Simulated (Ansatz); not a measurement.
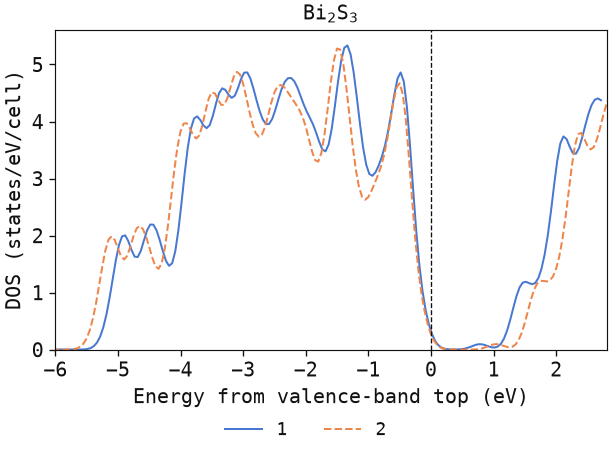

Total densities of states of Bi₂S₃, space group R-3m (No. 166), 5 atoms in the cell, tetradymite type, by two methods on the same cell. The curves are built from the levels of the k mesh with Gaussians 0.3 eV wide, which also blur the band edges. Each is counted from its own valence-band top.

Q: Which curve is which? The methods: PBE, r2SCAN.

A: 1 is PBE; 2 is r2SCAN. PBE gives a gap of 0.74 eV and r2SCAN gives a gap of 1.01 eV.

Settings. PBE: DFT, PBE, plane waves, PAW, no spin polarisation, 8×8×8 k mesh, 420 eV cutoff, Fermi-Dirac smearing of 0.02 eV (Ansatz). r2SCAN: DFT, r2SCAN, plane waves, PAW, no spin polarisation, 8×8×8 k mesh, 500 eV cutoff (Ansatz 0.2.0).

Spin-orbit coupling is left out, which matters for Bi.
